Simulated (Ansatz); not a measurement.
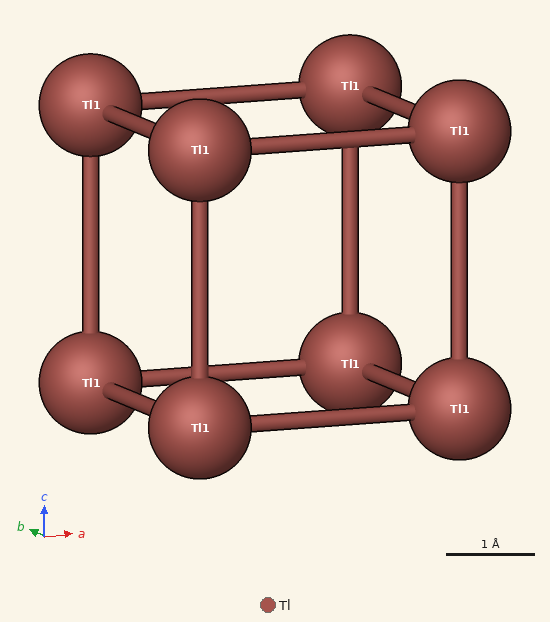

Fig. 1: The input geometry (ball-and-stick view of the cell of the calculation, seen slightly off an axis; atoms are numbered from 1 in the order of the input).

## Run report: Tl, geometry relaxation

- system: Tl (Pm-3m, 1 atom in the cell)
- method: DFT, PBE, all-electron LAPW, Dirac equation with spin-orbit coupling (Ansatz 0.2.0)

It belongs to a series of runs on one base structure; here: sc relaxed, LAPW. Figures and captions count atoms from 1; the log counts them from 0 in places.

## The input
```yaml
crystal:
  lattice:
    - [3.2309338526, 0.0, 0.0]
    - [0.0, 3.2309338526, 0.0]
    - [0.0, 0.0, 3.2309338526]
  atoms:
    - { symbol: Tl, position: [0.0, 0.0, 0.0] }
kpoints:
  mp_grid: { grid: [13, 13, 13] }
scf:
  occupations: { method: fermi_dirac, width: 0.05 }
hamiltonian:
  xc: pbe
  pseudopotentials: { kind: all_electron, lapw: { basis_error: 0.0005 } }
output:
  forces: true
  stress: true
  eigenvalues: true
  populations: true
relax:
  f_tol: 0.005
  max_steps: 25
  cell: {}
magnetization:
  noncollinear: true
  spin_orbit: true
```

Run as:
```bash
ansatz run input.yaml --threads 2 --pin off --max-ram 5120MiB --backend cpu --events-out ev --progress --plain --runs-dir out
```

## What the program printed
```
The last accepted step is kept in [file] (removed where the run ends without a failure and the disk answers)
Tl: projections on atomic orbitals take those of the free atom 1s2 2s2 2p6 3s2 3p6 3d10 4s2 4p6 4d10 4f14 5s2 5p6 5d10 6s2 6p1, of charge +0.00 (hamiltonian.pseudopotentials.projection_atoms)
LAPW: plane waves up to 7.610 Å⁻¹, error target 5.0e-4 eV per atom; Dirac's equation on spinors; Tl in spheres of 1.567 Å, 35 of its electrons in bands (how accurate: hamiltonian.pseudopotentials.lapw.basis_error, Limitations)
Engine: ansatz 0.2.0, aarch64-unknown-linux-gnu
Pseudopotentials: kind: all_electron
Pseudopotential: Tl, LAPW, valence charge 35, lapw/all_electron/dirac/gaussian/Tl, Dirac's equation, gaussian nucleus
Functional definition: PBE
  parameter kappa = 0.804
  parameter beta = 0.06672455060314922
  exchange = pbe_x(kappa = kappa, mu = beta*pi^2/3)
  correlation = pbe_c(beta = beta)
non-collinear run that drives no moment, with spin-orbit: no starting moment large enough to seed its density (crystal.atoms[].spin), no starting occupations that ask for one, no magnetisation constraint and no magnetic field, so the semilocal B_xc is pinned to zero
Crystal: 1 atoms, lattice volume = 33.728 Å³
Basis set: ecut = 220.65458116483296 eV, 251 PW (Γ), exchange–correlation at level 2
Bands: 44, of which v1, the nominal top of the filled ones, is band 35 counted from 1 (34 counted from 0)
Symmetry: 48 space group operations + 48 with time reversal
Magnetic group: BNS 221.93 (UNI 1595), of the structure as read, at distance tolerance 3.2e-5 Å
k-points: 84 of 2197
Non-local potential: Tl, projectors of the file, none
Initial density: superposition of atomic densities (chi_scale 0.1, normalization cell)
Initial wavefunctions: plane waves of lowest kinetic energy (no species holds an atomic orbital)
Functional: x = pbe(κ = 0.804, μ = 0.2195149727645171), c = pbe(β = 0.06672455060314922)
iter 1 solved again at ethr=1.42e-5 eV; its pass at ethr=1.00e-1 eV (dr2=4.96e-3 eV) is discarded
SCF iter   1: F=—  HF=-551945.680374 eV  |F-HF|=—  |Δ(HF+E_count)|=         —  Δρ=4.74e-3  dr2=4.99e-3  dr2_m=0.00e0 (ungated)  ethr=1.42e-5  |M|=0.00e0 ∫|m|=0.00e0 μB  β_m=0.30  ⟨swp⟩=3.6  Hψ=24384  notcnv=0
preconditioner: auto → none  [metal: Δε(μ)=0.011 eV  Ē_g=16.594 eV  σ=0.050 eV  W_gap=0.05  n_scr=6 (ndim 8)  ℏωp=23.1 eV  f_vac=0.232  D(μ)=0.98/eV (n_scr^D=6)  sad-step TF]
SCF iter   2: F=—  HF=-551945.665702 eV  |F-HF|=—  |Δ(HF+E_count)|=   1.47e-2  Δρ=3.45e-3  dr2=2.69e-3  dr2_m=0.00e0 (ungated)  ethr=1.42e-5  |M|=0.00e0 ∫|m|=0.00e0 μB  β_m=0.41  ⟨swp⟩=2.0  Hψ=10538  notcnv=0
SCF iter   3: F=—  HF=-551945.664105 eV  |F-HF|=—  |Δ(HF+E_count)|=   1.60e-3  Δρ=1.68e-3  dr2=6.86e-4  dr2_m=0.00e0 (ungated)  ethr=7.68e-6  |M|=0.00e0 ∫|m|=0.00e0 μB  β_m=0.56  ⟨swp⟩=2.7  Hψ=11077  notcnv=0
iter 4 solved again at ethr=1.09e-7 eV; its pass at ethr=1.96e-6 eV (dr2=3.83e-5 eV) is discarded
SCF iter   4: F=—  HF=-551945.664683 eV  |F-HF|=—  |Δ(HF+E_count)|=   5.78e-4  Δρ=3.69e-4  dr2=3.83e-5  dr2_m=0.00e0 (ungated)  ethr=1.09e-7  |M|=0.00e0 ∫|m|=0.00e0 μB  β_m=0.62  ⟨swp⟩=2.0  Hψ=18425  notcnv=0
SCF iter   5: F=—  HF=-551945.664727 eV  |F-HF|=—  |Δ(HF+E_count)|=   4.40e-5  Δρ=4.45e-5  dr2=8.14e-7  dr2_m=0.00e0 (ungated)  ethr=1.09e-7  |M|=0.00e0 ∫|m|=0.00e0 μB  β_m=0.75  ⟨swp⟩=3.0  Hψ=10779  notcnv=0
SCF iter   6: F=-551945.664728 eV  HF=-551945.664728 eV  |F-HF|=2.44e-9  |Δ(HF+E_count)|=   9.31e-7  Δρ=2.22e-6  dr2=1.41e-9  dr2_m=0.00e0 (ungated)  ethr=2.32e-9  |M|=0.00e0 ∫|m|=0.00e0 μB  ⟨swp⟩=3.0  Hψ=10789  notcnv=0
SCF 1 converged in 6 iterations: F = -551945.664728 eV  dr2 = 1.41e-9
relax step   1: F+E_penalty+E_count = -551945.66472771 eV  Δ(F+E_penalty+E_count) = +0.000e0 eV  max|allowed force component| = 0.000e0 eV/Å  Δτ_max = 0.0000 Å  P = +0.006 GPa  Ω = 33.728 Å³  (6 SCF iters, accepted)
Initial density: handed on by an earlier stage of this run
Initial wavefunctions: those handed on with the density
iter 1 solved again at ethr=3.90e-12 eV; its pass at ethr=1.00e-1 eV (dr2=1.37e-9 eV) is discarded
SCF iter   1: F=—  HF=-551945.664728 eV  |F-HF|=—  |Δ(HF+E_count)|=         —  Δρ=2.14e-6  dr2=1.39e-9  dr2_m=0.00e0 (ungated)  ethr=3.90e-12  |M|=0.00e0 ∫|m|=0.00e0 μB  β_m=0.30  ⟨swp⟩=8.2  Hψ=20756  notcnv=0
preconditioner: auto → none  [metal: Δε(μ)=0.009 eV  Ē_g=16.838 eV  σ=0.050 eV  W_gap=0.04  n_scr=6 (ndim 8)  ℏωp=23.1 eV  f_vac=0.229  D(μ)=0.95/eV (n_scr^D=6)]
SCF iter   2: F=-551945.664728 eV  HF=-551945.664728 eV  |F-HF|=2.21e-9  |Δ(HF+E_count)|=   2.33e-9  Δρ=1.54e-6  dr2=7.72e-10  dr2_m=0.00e0 (ungated)  ethr=3.90e-12  |M|=0.00e0 ∫|m|=0.00e0 μB  ⟨swp⟩=2.9  Hψ=10712  notcnv=0
SCF 2 converged in 2 iterations: F = -551945.664728 eV  dr2 = 7.72e-10
relax step   2: F+E_penalty+E_count = -551945.66472771 eV  Δ(F+E_penalty+E_count) = -1.164e-9 eV  max|allowed force component| = 0.000e0 eV/Å  Δτ_max = 0.0000 Å  P = +0.006 GPa  Ω = 33.728 Å³  stress off target by 5.58e-3 GPa  SCF on the basis re-selected at this cell (its energy is not comparable with the rows above)  (2 SCF iters)
```

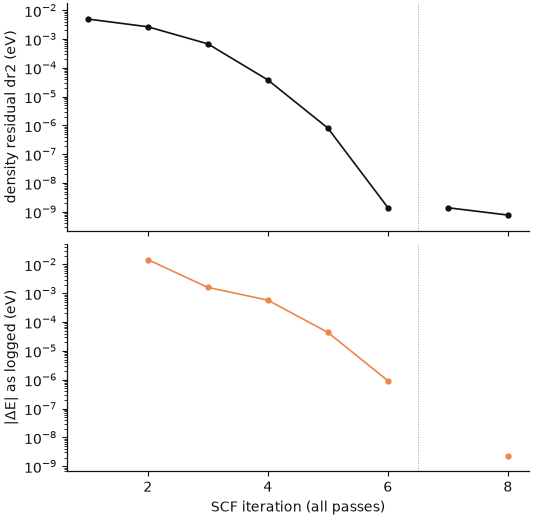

Fig. 2: Convergence of the self-consistent field: density residual dr2 and size of the energy change against the SCF iteration. The dotted lines part the SCF passes of the relaxation: geometry steps, rejected trials and re-solves on a re-selected basis. The passes take 6 and 2 iterations.

```
basis re-selected at this cell: Δ(F+E_penalty+E_count) = -1.164e-9 eV, ΔP = +0.000 GPa vs the last step (what re-selecting the basis moved, after the strain that the cell walked since its last selection, with what the two solves' SCF thresholds leave and, on support functions, any second-order correction that the steps lacked; it is no measure of the basis error at this ecutwfc). This SCF's stress stands 5.58e-3 GPa from its target on what of the cell is left free (relax.cell.stress_tol is 5.00e-2 GPa) and its largest allowed force component is 0.00e0 eV/Å (relax.f_tol is 5.00e-3 eV/Å): within both
SCF converged after 2 iterations
Magnetization: |M| = 0.0000 μB,  M = (+0.0000, +0.0000, +0.0000) μB
Absolute magnetization: 0.0000 μB (∫|m|)
  site 0: m = (+0.0000, +0.0000, +0.0000) μB, |m| = 0.0000 μB  (R = 1.57 Å)
Free energy (F): -551945.664728 eV
Harris-Foulkes:  -551945.664728 eV  (|F-HF|=2.21e-9)
Internal energy: -551945.657592 eV  (E = F + TS)
E sigma→0 (E₀):  -551945.661160 eV
Entropy (-TS):   -0.007136 eV (-7.136 meV/atom)
Fermi energy:    12.610654 eV
--- Per-component energies (eV) ---
  E_band       = -1909.334845
  E_kinetic    = 639007.484855
  E_xc         = -10393.074791
  E_electrostatic = -1180560.067657  (all electrons and nuclei)
  E_smearing   = -0.007136  (= −TS)
  E_closure    = 0.000000  (closes the sum)
  E_atoms      = -551943.457813  (free atoms, spherical and without spin; not in F)
  Σ components = -551945.664728   (vs F -551945.664728, Δ=0.00e0)
  Basis errors (estimates in eV, not in F): energy 1.6e-4 per atom: plane waves 1.6e-4 (8.9e-5 summed), levels above the bands 1.8e-71, relativity 8.0e-8, radial functions 9.8e-7, core shells 1.1e-7; eigenvalues (radial functions only) 1.6e-6; not estimated: angular momenta, meshes, grids; target (lapw.basis_error) 5.0e-4; muffin-tin radii Tl 1.567 Å
--- Forces (eV/Å), atoms counted from 1 ---
  atom   1  Tl     0.00000000    -0.00000000     0.00000000
  max |Σ_I F_I| component: 4.20e-26 eV/Å
--- Stress (GPa, compression-positive) ---
        0.005580      -0.000000       0.000000
       -0.000000       0.005580       0.000000
        0.000000       0.000000       0.005580
  P = ⅓ Tr σ = 0.0056 GPa (0.056 kbar)
--- Band table (eV; the first three rows and the last of 84) ---
  k-point 0: bands = ["-113.7608", "-113.7608", "-99.4673", "-99.4673", "-99.4673", "-99.4673", "-99.4669", "-99.4669", "-94.8687", "-94.8687", "-94.8684", "-94.8684", "-94.8684", "-94.8684", "-94.8680", "-94.8680", "-74.0936", "-74.0936", "-53.8760", "-53.8760", "-53.8760", "-53.8760", "-0.2043", "-0.2043", "-0.2043", "-0.2043", "1.9491", "1.9491", "1.9491", "1.9491", "2.4660", "2.4660", "3.3963", "3.3963", "17.7886", "17.7886", "19.8245", "19.8245", "19.8245", "19.8245", "22.0311", "22.0311", "23.6774", "23.6774"]
  k-point 1: bands = ["-113.7608", "-113.7608", "-99.4673", "-99.4673", "-99.4673", "-99.4673", "-99.4669", "-99.4669", "-94.8687", "-94.8687", "-94.8684", "-94.8684", "-94.8684", "-94.8684", "-94.8680", "-94.8680", "-74.0937", "-74.0937", "-53.8766", "-53.8766", "-53.8760", "-53.8760", "-0.2039", "-0.2039", "-0.1896", "-0.1896", "1.9480", "1.9480", "1.9547", "1.9547", "2.4551", "2.4551", "3.4849", "3.4849", "17.4317", "17.4317", "19.1769", "19.1769", "19.9374", "19.9374", "22.4575", "22.4575", "23.7032", "23.7032"]
  k-point 2: bands = ["-113.7608", "-113.7608", "-99.4673", "-99.4673", "-99.4673", "-99.4673", "-99.4669", "-99.4669", "-94.8687", "-94.8687", "-94.8684", "-94.8684", "-94.8684", "-94.8684", "-94.8680", "-94.8680", "-74.0939", "-74.0939", "-53.8782", "-53.8782", "-53.8758", "-53.8758", "-0.2027", "-0.2027", "-0.1528", "-0.1528", "1.9442", "1.9442", "1.9699", "1.9699", "2.4261", "2.4261", "3.7570", "3.7570", "16.0339", "16.0339", "19.0124", "19.0124", "20.2664", "20.2664", "22.7782", "22.7782", "23.7801", "23.7801"]
  k-point 83: bands = ["-113.7603", "-113.7603", "-99.4673", "-99.4673", "-99.4673", "-99.4673", "-99.4669", "-99.4669", "-94.8687", "-94.8687", "-94.8684", "-94.8684", "-94.8684", "-94.8684", "-94.8680", "-94.8680", "-74.0968", "-74.0968", "-53.8893", "-53.8893", "-53.8893", "-53.8893", "-0.0668", "-0.0668", "-0.0663", "-0.0663", "1.8046", "1.8046", "2.4442", "2.4442", "2.4480", "2.4480", "11.3737", "11.3737", "13.3987", "13.3987", "15.2118", "15.2118", "15.3224", "15.3224", "19.4559", "19.4559", "20.4654", "20.4654"]
--- Relaxed structure (1 steps of the walk, 1 accepted, 1 SCFs on fresh bases) ---
  F+E_penalty+E_count = -551945.66472771 eV   max|allowed force component| = 0.000e0 eV/Å   (the final SCF, on the basis selected at the relaxed cell)
  cell:  # Å, volume = 33.7275 Å³
    - [3.2309338526, 0.0, 0.0]
    - [0.0, 3.2309338526, 0.0]
    - [0.0, 0.0, 3.2309338526]
  atoms:
    - { symbol: Tl, position: [0.0, 0.0, 0.0] }
--- Löwdin populations: 1 site ---
  site symbol       q [e]
     0     Tl     80.8873
  spilling = 0.001391 (of n_electrons = 81.000000)
```

## File populations.tsv
```
# site	symbol	l	j	q
# orbitals = lowdin
# n_electrons = 81.000000
# spilling = 0.001391
# projection_atom_Tl: 1s2 2s2 2p6 3s2 3p6 3d10 4s2 4p6 4d10 4f14 5s2 5p6 5d10 6s2 6p1
0	Tl	0_1S	0.5	2.000000
0	Tl	0_2S	0.5	1.999989
0	Tl	0_3S	0.5	1.999864
0	Tl	0_4S	0.5	1.998701
0	Tl	0_5S	0.5	1.985173
0	Tl	0_6S	0.5	1.497219
0	Tl	1_2P	0.5	1.984206
0	Tl	1_2P	1.5	4.000128
0	Tl	1_3P	0.5	1.985216
0	Tl	1_3P	1.5	3.996465
0	Tl	1_4P	0.5	1.982177
0	Tl	1_4P	1.5	3.994411
0	Tl	1_5P	0.5	1.963424
0	Tl	1_5P	1.5	3.990576
0	Tl	1_6P	0.5	0.692646
0	Tl	1_6P	1.5	0.860326
0	Tl	2_3D	1.5	3.998597
0	Tl	2_3D	2.5	5.999738
0	Tl	2_4D	1.5	3.998192
0	Tl	2_4D	2.5	5.998768
0	Tl	2_5D	1.5	3.989325
0	Tl	2_5D	2.5	5.972972
0	Tl	3_4F	2.5	5.999639
0	Tl	3_4F	3.5	7.999550
```

## Trajectory as extended XYZ (Å, eV, eV/Å), 2 frames, from step=1 to step=2
```
1
Lattice="3.2309 0.0000 0.0000 0.0000 3.2309 0.0000 0.0000 0.0000 3.2309" Properties=species:S:1:pos:R:3:forces:R:3 step=1 energy=-551945.66473 pressure_GPa=0.01
Tl    0.0000    0.0000    0.0000    0.0000   0.0000   0.0000
1
Lattice="3.2309 0.0000 0.0000 0.0000 3.2309 0.0000 0.0000 0.0000 3.2309" Properties=species:S:1:pos:R:3:forces:R:3 step=2 energy=-551945.66473 pressure_GPa=0.01
Tl    0.0000    0.0000    0.0000    0.0000   0.0000   0.0000
```

## Summary

```json
{"quantity": "outcome", "value": "converged"}
{"quantity": "space group (tolerance 0.01 Å)", "value": "Pm-3m (221)"}
{"quantity": "electrons in bands (core shells apart)", "value": "35"}
{"quantity": "free energy", "value": "−551945.6647 eV"}
{"quantity": "Fermi energy", "value": "12.611 eV"}
{"quantity": "net moment of the cell", "value": "0.00 μB"}
{"quantity": "integrated absolute moment", "value": "0.00 μB"}
{"quantity": "pressure", "value": "0.01 GPa"}
{"quantity": "final volume", "value": "33.73 Å³"}
{"quantity": "largest force (length of the vector) at the end", "value": "under 0.001 eV/Å"}
{"quantity": "final cell", "value": "a = 3.231 Å, b = 3.231 Å, c = 3.231 Å, α = 90.00°, β = 90.00°, γ = 90.00°"}
{"quantity": "hardware", "value": "2 threads of Arm Neoverse V1, 24 GiB of memory available, shared host"}
{"quantity": "wall time", "value": "72 s (CPU time 2.4 min)"}
{"quantity": "peak memory", "value": "0.53 GiB"}
```
